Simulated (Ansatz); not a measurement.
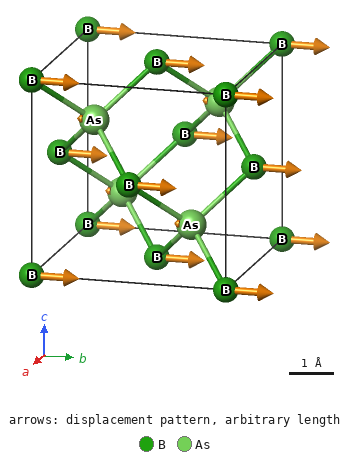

One vibrational mode of crystalline BAs relaxed at 12 GPa at the zone centre. Displacements are drawn as orange arrows; their common scale and sign are arbitrary. Style: ball-and-stick. Shown: the conventional cell (4 times the calculation's cell), slightly off an axis. Lengths and directions refer to the drawn axes.

These are results of Ansatz 0.2.0, DFT PBEsol, scalar-relativistic, plane waves, PAW, not measurements.

The input:
```yaml
crystal:
  lattice:
    - [0.0, 2.3261623266, 2.3261623266]
    - [2.3261623266, 0.0, 2.3261623266]
    - [2.3261623266, 2.3261623266, 0.0]
  atoms:
    - { symbol: B, position: [0.0, 0.0, 0.0] }
    - { symbol: As, position: [0.75, 0.75, 0.75] }
basis:
  ecutwfc: 420
kpoints:
  mp_grid: { grid: [10, 10, 10] }
hamiltonian:
  xc: pbesol
scf:
  occupations: { method: fixed }
output:
  eigenvalues: true
phonons:
  method: dfpt
  dielectric: true
  rigid_motions: translations
  eigenvectors: true
```

Run as
```bash
ansatz run input.yaml --threads 1 --pin off --max-ram 3072MiB --backend cpu --events-out ev --progress --plain --runs-dir out
```

Frequencies are those without the non-analytic (LO–TO) term.

Describe the mode and give its frequency.

Answer. This is the T₂ mode (triply degenerate; one member of the set is drawn) at 743 cm⁻¹, the only optical level, infrared- and Raman-active by symmetry. The B sublattice moves against the As sublattice, along b; the kinetic energy is shared as B 87 %, As 13 %. Its infrared intensity is 3.6 (D/Å)²/amu for the set. The value is the transverse one; the longitudinal partner lies at 750 cm⁻¹.
